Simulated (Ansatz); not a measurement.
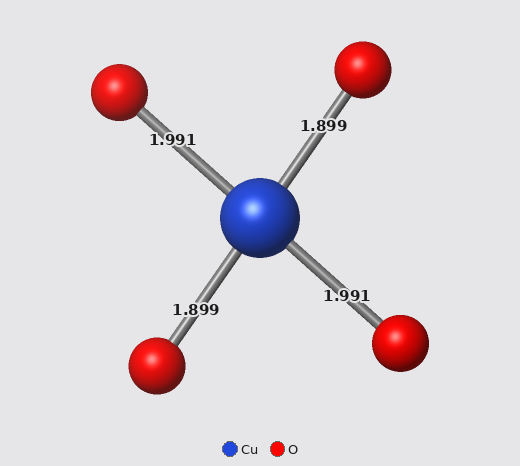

The surroundings of site Cu1 (at 0.250, 0.250, 0.000) in CuO in space group C2/c, with bond lengths in Å.

Origin of the cell: the input geometry of an electronic-structure calculation (not necessarily at equilibrium).

```
CELL_PARAMETERS angstrom
4.67760 0.00000 0.00000
0.00000 3.45930 0.00000
-0.79881 0.00000 5.06378
ATOMIC_POSITIONS crystal
Cu 0.25000 0.25000 0.00000
Cu 0.25000 0.75000 0.50000
O 0.50000 0.95210 0.25000
O 0.50000 0.04790 0.75000
Cu 0.75000 0.75000 0.00000
Cu 0.75000 0.25000 0.50000
O 0.00000 0.45210 0.25000
O 0.00000 0.54790 0.75000
```

Bond valence s = exp((R0 − d)/b), R0 fitted to published crystal structures with b = 0.37 Å, summed over all anions within 5 Å; R0 in Å: Cu+–O 1.566; Cu2+–O 1.664.

> Which oxidation state of Cu do these bonds support?

With the Cu+ parameters the computed sum is 2 × 0.407 + 2 × 0.317 = 1.45. With the Cu2+ parameters the computed sum is 2 × 0.530 + 2 × 0.413 = 1.89. The sum matches its own assumption best for Cu2+, which also balances the formula's charge.

> And over the whole structure?

| site | x, y, z | formal valence | bond-valence sum | difference |
| --- | --- | --- | --- | --- |
| Cu1 | 0.250, 0.250, 0.000 | +2 | 2.00 | 0.00 |
| O1 | 0.500, 0.952, 0.250 | −2 | 2.00 | 0.00 |

These sums include all anions within 5 Å. The global instability index (root mean square of the differences over all atoms) is 0.00 v.u.: little strain. The cell was not relaxed for this table, and a volume that is off by a few per cent shifts all sums together.
